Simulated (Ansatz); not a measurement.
# Al3P2: one candidate of a structure search, part 2 of 2

The task: take a trial cell of Al3P2 to zero force and stress.

Ansatz 0.2.0; DFT PBE, scalar-relativistic, plane waves, PAW.

**4. Second relaxation, mesh chosen anew**

Input file input.yaml:

```yaml
crystal:
  lattice:
    - [3.9935776384, 0.0, 0.0]
    - [-1.9967888192, 3.4585396868, 0.0]
    - [0.0, 0.0, 6.5279867979]
  atoms:
    - { symbol: Al, position: [0.0, 0.0, 0.7139429166] }
    - { symbol: Al, position: [0.0, 0.0, 0.2860570834] }
    - { symbol: Al, position: [0.6666666667, 0.3333333333, 0.0] }
    - { symbol: P, position: [0.6666666667, 0.3333333333, 0.5] }
    - { symbol: P, position: [0.3333333333, 0.6666666667, 0.0] }
basis:
  ecutwfc: 420
kpoints:
  mp_grid: { grid: [12, 12, 6] }
hamiltonian:
  xc: pbe
scf:
  occupations: { method: gaussian, width: 0.1 }
output:
  forces: true
  stress: true
  eigenvalues: true
  write_density: true
  write_potential: true
  elf: true
  volumetric_format: npy
relax:
  adjacent_minimum: "off"
  f_tol: 0.01
  max_steps: 80
  cell: { stress_tol: 0.05 }
```

On the command line:

```bash
ansatz run input.yaml --threads 1 --pin off --max-ram 2560MiB --backend cpu --events-out ev --progress --plain --runs-dir out
```

Output:

```text
Warning: RAYON_NUM_THREADS=1 ignored (pool sized by the plan → 1); use --threads N
Engine: ansatz 0.2.0, x86_64-unknown-linux-gnu
Pseudopotentials: kind: paw
Pseudopotential: Al, paw, valence charge 3, recommended cutoff 420 eV (normal), Al.paw.azcp
Pseudopotential: P, paw, valence charge 5, recommended cutoff 420 eV (normal), P.paw.azcp
Functional definition: PBE
  parameter kappa = 0.804
  parameter beta = 0.06672455060314922
  exchange = pbe_x(kappa = kappa, mu = beta*pi^2/3)
  correlation = pbe_c(beta = beta)
Crystal: 5 atoms, lattice volume = 90.164 Å³
Basis set: ecut = 420 eV, 1761 PW (Γ), exchange–correlation on 54×54×90 points (8 copies of the dense FFT grid, shifted against one another)
Bands: 15, of which v1, the nominal top of the filled ones, is band 10 counted from 1 (9 counted from 0)
Symmetry: 12 space group operations
Space group: P-6m2 (ITA 187), of the structure as read, at distance tolerance 4.5e-5 Å
k-points: 76 of 864 (time reversal used)
Non-local potential: Al, projectors of the file, l = 0: 2, l = 1: 2, l = 2: 1
Non-local potential: P, projectors of the file, l = 0: 2, l = 1: 2, l = 2: 2
PAW form: soft (Blöchl's): semilocal exchange-correlation on the pseudo side does not see the compensation charge
PAW one-centre angular grid: Al, 110 points (default); XC on 64 Gauss nodes
PAW one-centre angular grid: P, 110 points (default); XC on 64 Gauss nodes
Initial density: superposition of atomic densities (neutral atoms: chi_scale 0, normalization atom), corrected by the library's trained network
Initial wavefunctions: pseudopotential atomic-orbital guess
Functional: x = pbe(κ = 0.804, μ = 0.2195149727645171), c = pbe(β = 0.06672455060314922)
SCF iter   1: F=—  HF=-3123.655919 eV  |F-HF|=—  |Δ(HF+E_count)|=         —  Δρ=3.31e-3  dr2=2.32e-2  ethr=1.77e-3  ⟨swp⟩=8.1  Hψ=8746  notcnv=0
preconditioner: auto → Kerker (q_TF=auto, 2.105 Å⁻¹)  [metal: Δε(μ)=0.033 eV  Ē_g=7.861 eV  σ=0.100 eV  W_gap=0.18  n_scr=22 (ndim 8)  ℏωp=17.0 eV  f_vac=0.000  D(μ)=2.42/eV (n_scr^D=22)]
SCF iter   2: F=—  HF=-3123.653375 eV  |F-HF|=—  |Δ(HF+E_count)|=   2.54e-3  Δρ=1.87e-3  dr2=7.27e-3  ethr=1.22e-4  ⟨swp⟩=1.5  Hψ=1879  notcnv=0
SCF iter   3: F=—  HF=-3123.652109 eV  |F-HF|=—  |Δ(HF+E_count)|=   1.27e-3  Δρ=3.44e-4  dr2=2.21e-4  ethr=3.83e-5  ⟨swp⟩=2.4  Hψ=1434  notcnv=0
SCF iter   4: F=—  HF=-3123.652085 eV  |F-HF|=—  |Δ(HF+E_count)|=   2.41e-5  Δρ=8.73e-5  dr2=1.18e-5  ethr=1.17e-6  ⟨swp⟩=2.5  Hψ=1751  notcnv=0
SCF iter   5: F=—  HF=-3123.652098 eV  |F-HF|=—  |Δ(HF+E_count)|=   1.26e-5  Δρ=2.55e-5  dr2=1.22e-6  ethr=6.21e-8  ⟨swp⟩=2.5  Hψ=1711  notcnv=0
SCF iter   6: F=—  HF=-3123.652098 eV  |F-HF|=—  |Δ(HF+E_count)|=   5.93e-7  Δρ=7.04e-6  dr2=1.03e-7  ethr=6.44e-9  ⟨swp⟩=2.0  Hψ=1633  notcnv=0
SCF iter   7: F=-3123.652098 eV  HF=-3123.652098 eV  |F-HF|=1.01e-9  |Δ(HF+E_count)|=   3.22e-8  Δρ=1.63e-6  dr2=4.07e-9  ethr=5.26e-10  ⟨swp⟩=14.3  Hψ=9582  notcnv=0
SCF 1 converged in 7 iterations: F = -3123.652098 eV  dr2 = 4.07e-9
relax step   1: F+E_penalty+E_count = -3123.65209826 eV  Δ(F+E_penalty+E_count) = +0.000e0 eV  max|allowed force component| = 5.802e-3 eV/Å  Δτ_max = 0.0000 Å  P = +0.032 GPa  Ω = 90.164 Å³  (7 SCF iters, dr2 threshold 1.00e-7 eV, accepted)
Crystal: 5 atoms, lattice volume = 90.393 Å³
Initial density: handed on by an earlier stage of this run
Initial wavefunctions: those handed on with the density
iter 1 solved again at ethr=2.36e-6 eV; its pass at ethr=3.10e-3 eV (dr2=4.49e-4 eV) is discarded
SCF iter   1: F=—  HF=-3123.652654 eV  |F-HF|=—  |Δ(HF+E_count)|=         —  Δρ=2.93e-4  dr2=4.38e-4  ethr=2.36e-6  ⟨swp⟩=2.9  Hψ=8182  notcnv=0
preconditioner: auto → Kerker (q_TF=auto, 2.104 Å⁻¹)  [metal: Δε(μ)=0.006 eV  Ē_g=7.853 eV  σ=0.100 eV  W_gap=0.03  n_scr=22 (ndim 8)  ℏωp=17.0 eV  f_vac=0.000  D(μ)=2.49/eV (n_scr^D=22)]
SCF iter   2: F=—  HF=-3123.652598 eV  |F-HF|=—  |Δ(HF+E_count)|=   5.69e-5  Δρ=1.61e-4  dr2=1.32e-4  ethr=2.30e-6  ⟨swp⟩=1.0  Hψ=1140  notcnv=0
SCF iter   3: F=—  HF=-3123.652582 eV  |F-HF|=—  |Δ(HF+E_count)|=   1.56e-5  Δρ=3.41e-5  dr2=4.01e-6  ethr=6.95e-7  ⟨swp⟩=1.8  Hψ=1301  notcnv=0
SCF iter   4: F=—  HF=-3123.652581 eV  |F-HF|=—  |Δ(HF+E_count)|=   6.29e-7  Δρ=1.00e-5  dr2=1.50e-7  ethr=2.11e-8  ⟨swp⟩=2.2  Hψ=1556  notcnv=0
SCF iter   5: F=-3123.652581 eV  HF=-3123.652581 eV  |F-HF|=2.34e-9  |Δ(HF+E_count)|=   3.27e-8  Δρ=2.61e-6  dr2=1.44e-8  ethr=7.28e-10  ⟨swp⟩=10.9  Hψ=8603  notcnv=0
SCF 2 converged in 5 iterations: F = -3123.652581 eV  dr2 = 1.44e-8
relax step   2: F+E_penalty+E_count = -3123.65258128 eV  Δ(F+E_penalty+E_count) = -4.830e-4 eV  max|allowed force component| = 1.416e-2 eV/Å  Δτ_max = 0.0031 Å  P = -0.052 GPa  Ω = 90.393 Å³  energy of the carried Pulay correction = -5.033e-5 eV  (5 SCF iters, dr2 threshold 1.38e-7 eV, accepted)
Crystal: 5 atoms, lattice volume = 92.158 Å³
Basis set: ecut = 420 eV, 1823 PW (Γ), exchange–correlation on 54×54×90 points (8 copies of the dense FFT grid, shifted against one another)
iter 1 solved again at ethr=3.20e-4 eV; its pass at ethr=3.10e-3 eV (dr2=6.08e-2 eV) is discarded
SCF iter   1: F=—  HF=-3123.653274 eV  |F-HF|=—  |Δ(HF+E_count)|=         —  Δρ=4.18e-3  dr2=6.16e-2  ethr=3.20e-4  ⟨swp⟩=1.6  Hψ=9337  notcnv=0
preconditioner: auto → Kerker (q_TF=auto, 2.097 Å⁻¹)  [metal: Δε(μ)=0.045 eV  Ē_g=7.840 eV  σ=0.100 eV  W_gap=0.25  n_scr=22 (ndim 8)  ℏωp=16.9 eV  f_vac=0.000  D(μ)=1.71/eV (n_scr^D=4)]
SCF iter   2: F=—  HF=-3123.645663 eV  |F-HF|=—  |Δ(HF+E_count)|=   7.61e-3  Δρ=2.48e-3  dr2=2.21e-2  ethr=3.20e-4  ⟨swp⟩=1.3  Hψ=1173  notcnv=0
SCF iter   3: F=—  HF=-3123.641367 eV  |F-HF|=—  |Δ(HF+E_count)|=   4.30e-3  Δρ=3.87e-4  dr2=4.95e-4  ethr=1.16e-4  ⟨swp⟩=2.1  Hψ=1410  notcnv=0
SCF iter   4: F=—  HF=-3123.641292 eV  |F-HF|=—  |Δ(HF+E_count)|=   7.54e-5  Δρ=1.14e-4  dr2=1.66e-5  ethr=2.61e-6  ⟨swp⟩=2.3  Hψ=1624  notcnv=0
SCF iter   5: F=—  HF=-3123.641321 eV  |F-HF|=—  |Δ(HF+E_count)|=   2.84e-5  Δρ=2.57e-5  dr2=1.29e-6  ethr=8.72e-8  ⟨swp⟩=2.6  Hψ=1867  notcnv=0
SCF iter   6: F=—  HF=-3123.641321 eV  |F-HF|=—  |Δ(HF+E_count)|=   4.80e-7  Δρ=6.77e-6  dr2=9.37e-8  ethr=6.78e-9  ⟨swp⟩=2.4  Hψ=1786  notcnv=0
SCF iter   7: F=-3123.641321 eV  HF=-3123.641321 eV  |F-HF|=5.02e-10  |Δ(HF+E_count)|=   4.70e-8  Δρ=1.81e-6  dr2=5.86e-9  ethr=3.95e-10  ⟨swp⟩=11.3  Hψ=8690  notcnv=0
SCF 3 converged in 7 iterations: F = -3123.641321 eV  dr2 = 5.86e-9
relax step   3: F+E_penalty+E_count = -3123.64132104 eV  Δ(F+E_penalty+E_count) = +1.126e-2 eV  max|allowed force component| = 2.541e-1 eV/Å  Δτ_max = 0.0775 Å  P = +0.564 GPa  Ω = 92.158 Å³  energy of the carried Pulay correction = -4.267e-4 eV  (7 SCF iters, dr2 threshold 7.51e-8 eV, rejected (line search))
[... 13 lines left out ...]
relax step   4: F+E_penalty+E_count = -3123.64853983 eV  Δ(F+E_penalty+E_count) = +4.041e-3 eV  max|allowed force component| = 2.508e-1 eV/Å  Δτ_max = 0.0045 Å  P = -0.274 GPa  Ω = 91.468 Å³  energy of the carried Pulay correction = -2.822e-4 eV  (8 SCF iters, rejected (line search))
[... 13 lines left out ...]
relax step   5: F+E_penalty+E_count = -3123.65445738 eV  Δ(F+E_penalty+E_count) = -1.876e-3 eV  max|allowed force component| = 6.771e-3 eV/Å  Δτ_max = 0.0149 Å  P = -0.137 GPa  Ω = 90.997 Å³  energy of the carried Pulay correction = -1.814e-4 eV  (8 SCF iters, accepted)
[... 10 lines left out ...]
relax step   6: F+E_penalty+E_count = -3123.65055649 eV  Δ(F+E_penalty+E_count) = +3.901e-3 eV  max|allowed force component| = 2.599e-2 eV/Å  Δτ_max = 0.0303 Å  P = +0.689 GPa  Ω = 91.191 Å³  energy of the carried Pulay correction = -2.173e-4 eV  (6 SCF iters, dr2 threshold 1.53e-7 eV, rejected (line search))
[... 12 lines left out ...]
relax step   7: F+E_penalty+E_count = -3123.65515064 eV  Δ(F+E_penalty+E_count) = -6.933e-4 eV  max|allowed force component| = 3.313e-4 eV/Å  Δτ_max = 0.0117 Å  P = +0.006 GPa  Ω = 91.260 Å³  energy of the carried Pulay correction = -2.369e-4 eV  (8 SCF iters, accepted)
Initial wavefunctions: pseudopotential atomic-orbital guess (no wavefunctions were taken with the density)
iter 1 solved again at ethr=1.35e-7 eV; its pass at ethr=3.10e-3 eV (dr2=2.56e-5 eV) is discarded
SCF iter   1: F=—  HF=-3123.655529 eV  |F-HF|=—  |Δ(HF+E_count)|=         —  Δρ=2.21e-5  dr2=4.66e-8  ethr=1.35e-7  ⟨swp⟩=3.9  Hψ=12468  notcnv=0
preconditioner: auto → Kerker (q_TF=auto, 2.100 Å⁻¹)  [metal: Δε(μ)=0.049 eV  Ē_g=7.839 eV  σ=0.100 eV  W_gap=0.27  n_scr=22 (ndim 8)  ℏωp=16.9 eV  f_vac=0.000  D(μ)=2.20/eV (n_scr^D=22)]
SCF iter   2: F=—  HF=-3123.655527 eV  |F-HF|=—  |Δ(HF+E_count)|=   2.38e-6  Δρ=1.19e-5  dr2=1.41e-8  ethr=2.45e-10  ⟨swp⟩=3.0  Hψ=2180  notcnv=0
SCF iter   3: F=—  HF=-3123.655527 eV  |F-HF|=—  |Δ(HF+E_count)|=   2.04e-7  Δρ=2.47e-6  dr2=6.30e-10  ethr=7.43e-11  ⟨swp⟩=2.0  Hψ=1872  notcnv=0
SCF iter   4: F=-3123.655527 eV  HF=-3123.655527 eV  |F-HF|=8.19e-12  |Δ(HF+E_count)|=   8.93e-9  Δρ=1.98e-7  dr2=2.51e-11  ethr=1.00e-12  ⟨swp⟩=7.9  Hψ=8149  notcnv=0
SCF 8 converged in 4 iterations: F = -3123.655527 eV  dr2 = 2.51e-11
relax step   8: F+E_penalty+E_count = -3123.65552732 eV  Δ(F+E_penalty+E_count) = -3.767e-4 eV  max|allowed force component| = 1.567e-4 eV/Å  Δτ_max = 0.0000 Å  P = +0.013 GPa  Ω = 91.260 Å³  stress off target by 1.69e-2 GPa  SCF on the basis re-selected at this cell (its energy is not comparable with the rows above)  (4 SCF iters)
basis re-selected at this cell: Δ(F+E_penalty+E_count) = -3.767e-4 eV, ΔP = +0.007 GPa vs the last step (what re-selecting the basis moved, of the pressure what is left beyond the Pulay correction that the steps carried, after the strain that the cell walked since its last selection, with what the two solves' SCF thresholds leave and, on support functions, any second-order correction that the steps lacked; it is no measure of the basis error at this ecutwfc). This SCF's stress stands 1.69e-2 GPa from its target on what of the cell is left free (relax.cell.stress_tol is 5.00e-2 GPa) and its largest allowed force component is 1.57e-4 eV/Å (relax.f_tol is 1.00e-2 eV/Å): within both
SCF converged after 4 iterations
Free energy (F): -3123.655527 eV
Harris-Foulkes:  -3123.655527 eV  (|F-HF|=8.19e-12)
Internal energy: -3123.644526 eV  (E = F + TS)
E sigma→0 (E₀):  -3123.650027 eV
Entropy (-TS):   -0.011001 eV (-2.200 meV/atom)
Fermi energy:    7.553232 eV
--- Per-component energies (eV) ---
  E_band       = 37.566975
  E_kinetic    = 205.808796
  E_local      = -115.488522  (includes V_loc(G=0)·N_el)
  E_nonlocal   = 99.484682
  E_hartree    = 40.225836
  E_xc         = -240.997645
  E_vxc        = -206.845765  (∫ρ·V_xc dr)
  E_paw        = -2540.406705  (= ΣΔE_a)
  E_vpaw       = -25.843887  (= ΣTr[D̂ρ^β])
  E_aug_tail   = 0.000000  (compensation charges beyond the density's cutoff)
  E_ewald      = -572.270968
  E_smearing   = -0.011001  (= −TS)
  E_closure    = 0.000000  (closes the sum)
  Σ components = -3123.655527   (vs F -3123.655527, Δ=0.00e0)
--- Forces (eV/Å), atoms counted from 1 ---
  atom   1  Al     0.00000000    -0.00000000    -0.00015672
  atom   2  Al     0.00000000    -0.00000000     0.00015672
  atom   3  Al    -0.00000000     0.00000000    -0.00000000
  atom   4  P      0.00000000     0.00000000    -0.00000000
  atom   5  P      0.00000000     0.00000000    -0.00000000
  max |Σ_I F_I| component: 6.71e-16 eV/Å
--- Stress (GPa, compression-positive) ---
        0.016941       0.000000      -0.000000
        0.000000       0.016941       0.000000
       -0.000000       0.000000       0.004166
  P = ⅓ Tr σ = 0.0127 GPa (0.127 kbar)
--- Band table (eV; the first three rows and the last of 76) ---
  k-point 0: bands = ["-5.7555", "-3.9579", "-0.0157", "4.4696", "4.4696", "5.7219", "5.7219", "5.9451", "5.9823", "7.2750", "8.7760", "8.7760", "10.2581", "11.2025", "11.2025"]
  k-point 1: bands = ["-5.7051", "-4.0978", "0.2878", "4.4776", "4.4776", "4.7403", "5.7311", "5.7311", "6.8834", "7.3233", "8.6579", "8.6579", "10.3148", "10.7023", "10.7023"]
  k-point 2: bands = ["-5.5810", "-4.3795", "1.0766", "3.4295", "4.4938", "4.4938", "5.7499", "5.7499", "7.2689", "7.5244", "8.4551", "8.4551", "10.3347", "10.3420", "10.3420"]
  k-point 75: bands = ["-3.6976", "-2.9047", "-0.0212", "0.5230", "0.6257", "2.3530", "4.9071", "5.4412", "6.6970", "7.0019", "7.1167", "8.4219", "10.7229", "11.6290", "11.6341"]
--- Relaxed structure (7 steps of the walk, 4 accepted, 1 SCFs on fresh bases) ---
  F+E_penalty+E_count = -3123.65552732 eV   max|allowed force component| = 1.567e-4 eV/Å   (the final SCF, on the basis selected at the relaxed cell)
  cell:  # Å, volume = 91.2599 Å³
    - [3.9676817782527873, -2.8750180152355636e-18, -3.4304773711285437e-34]
    - [-1.9838408891263937, 3.43611321409953, -1.2556418649407047e-34]
    - [-5.607531145512659e-34, -5.607531145512659e-34, 6.693844137645804]
  atoms:
    - { symbol: Al, position: [1.5543122343879775e-17, -8.881784196952785e-17, 0.7093913248184993] }
    - { symbol: Al, position: [1.5543122343879775e-17, -8.881784196952785e-17, 0.2906086751815006] }
    - { symbol: Al, position: [0.6666666666666666, 0.33333333333333326, -1.0691058840368783e-50] }
    - { symbol: P, position: [0.6666666666666666, 0.33333333333333326, 0.5] }
    - { symbol: P, position: [0.33333333333333337, 0.6666666666666666, 0.0] }
```

Run time: 90 s. Hardware: 1 thread of Intel Xeon Platinum 8488C (Sapphire Rapids), shared host; peak memory 0.45 GiB.

The steps of the relaxation:

```csv
step,E - E(step 1) (eV/cell),largest force component (eV/Å),pressure (GPa),volume (Å³)
1,0.0000,0.0058,0.03,90.16
2,-0.0005,0.0142,-0.05,90.39
3,0.0108,0.2541,0.56,92.16
4,0.0036,0.2508,-0.27,91.47
5,-0.0024,0.0068,-0.14,91.00
6,0.0015,0.0260,0.69,91.19
7,-0.0031,0.0003,0.01,91.26
8,-0.0034,0.0002,0.01,91.26
```

Step 1 is the start. Step 8 repeats the geometry before it on a plane-wave basis chosen anew for that cell, so its energy need not be comparable with the rows above. Steps 3, 4, 6 were tried and not accepted.

|  | before | after | change |
| --- | --- | --- | --- |
| a (Å) | 3.994 | 3.968 | -0.6 % |
| b (Å) | 3.994 | 3.968 | -0.6 % |
| c (Å) | 6.528 | 6.694 | +2.5 % |
| volume (Å³/atom) | 18.03 | 18.25 | +1.2 % |
| shortest distance (Å) | 2.306 | 2.291 | -0.6 % |
| space group (0.01 Å) | P-6m2 | P-6m2 | same |

Forces and stress were held to the start's 12 operations: a distortion of lower symmetry was not tested.

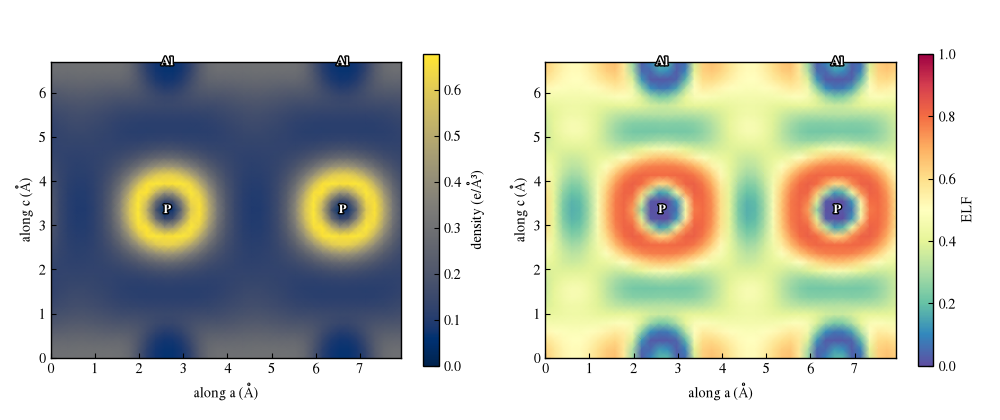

Density (left) and ELF (right) in a lattice plane of the grid's cell (edges 3.97 and 6.69 Å, at 0.333 of the third edge), which holds Al and P. Only atoms in the plane are labelled. Both are smooth fields of the valence electrons: close to the nuclei they are not physical.

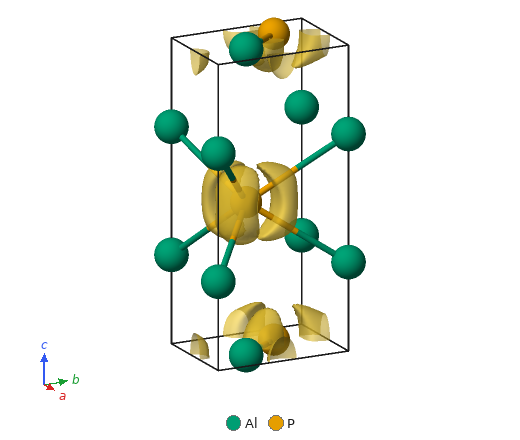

Surface of ELF = 0.81, drawn in one cell.

The highest ELF values outside the cores: 0.90 on the P–Al line, 1.0 Å from P; 0.87 in the shell around P, 0.8 Å from P; 0.73 in the shell around Al, 0.9 Å from Al.

**5. Changing settings: xc rpbe**

Input file input.yaml:

```yaml
crystal:
  lattice:
    - [3.9676817783, 0.0, 0.0]
    - [-1.9838408891, 3.4361132141, 0.0]
    - [0.0, 0.0, 6.6938441376]
  atoms:
    - { symbol: Al, position: [0.0, 0.0, 0.7093913248] }
    - { symbol: Al, position: [0.0, 0.0, 0.2906086752] }
    - { symbol: Al, position: [0.6666666667, 0.3333333333, 0.0] }
    - { symbol: P, position: [0.6666666667, 0.3333333333, 0.5] }
    - { symbol: P, position: [0.3333333333, 0.6666666667, 0.0] }
basis:
  ecutwfc: 420
kpoints:
  mp_grid: { grid: [12, 12, 6] }
hamiltonian:
  xc: rpbe
scf:
  occupations: { method: gaussian, width: 0.1 }
output:
  forces: true
  eigenvalues: true
  stress: true
```

On the command line:

```bash
ansatz run input.yaml --threads 1 --pin off --max-ram 2560MiB --backend cpu --events-out ev --progress --plain --runs-dir out
```

Output, shortened:

```text
Warning: RAYON_NUM_THREADS=1 ignored (pool sized by the plan → 1); use --threads N
[...]
[... 3 set-up lines as earlier in the session ...]
Functional definition: RPBE
[...]
Crystal: 5 atoms, lattice volume = 91.260 Å³
[...]
  atom   5  P      0.00000000     0.00000000     0.00000000
[...]
--- Stress (GPa, compression-positive) ---
        1.483554       0.000000       0.000000
        0.000000       1.483554       0.000000
        0.000000       0.000000       1.132688
  P = ⅓ Tr σ = 1.3666 GPa (13.666 kbar)
--- Band table (eV; the first three rows and the last of 76) ---
  k-point 0: bands = ["-5.6664", "-3.8754", "0.0754", "4.5557", "4.5557", "5.7899", "5.7899", "6.0250", "6.1352", "7.4093", "8.8735", "8.8735", "10.3632", "11.2917", "11.2917"]
[...]
```

It took 12 s on 1 thread of Intel Xeon Platinum 8488C (Sapphire Rapids), shared host; peak memory 0.41 GiB.

```tsv
run	ending	energy change	pressure (GPa)	gap (eV)	force (eV/Å)	cycles	time
step 4	converged	-	0.0	0.00	0.00	-	90 s
variant	converged	not comparable	1.4	0.00	0.04	7	12 s
```

After a change of functional the difference of the totals has no physical meaning; the pressure goes from 0.0 to 1.4 GPa and the largest force goes from 0.00 to 0.04 eV/Å. At this fixed cell a higher pressure means that this functional prefers a larger volume than the reference.

**6. Results**

The summary covers parts 1 to 2. Changes of volume or cell count from the first structure of part 1.

```
                              quantity                                                                       value
symmetry at the end (tolerance 0.05 Å)                                                 space group P-6m2 (No. 187)
                     conventional cell  a = 3.968 Å, b = 3.968 Å, c = 6.694 Å, α = 90.00°, β = 90.00°, γ = 120.00°
                                volume                                                               18.25 Å³/atom
     energy over the elements, black P                                                               +0.04 eV/atom
                       gap on the mesh                                                                none (metal)
```

In words: The space group P-6m2 (No. 187) is kept, and the volume per atom grows by 11.5 % from the first guess. The formation energy of this structure is too near zero to say whether it is bound against the elements. No finished test with a distortion of lower symmetry is shown, so the end may be a saddle point.
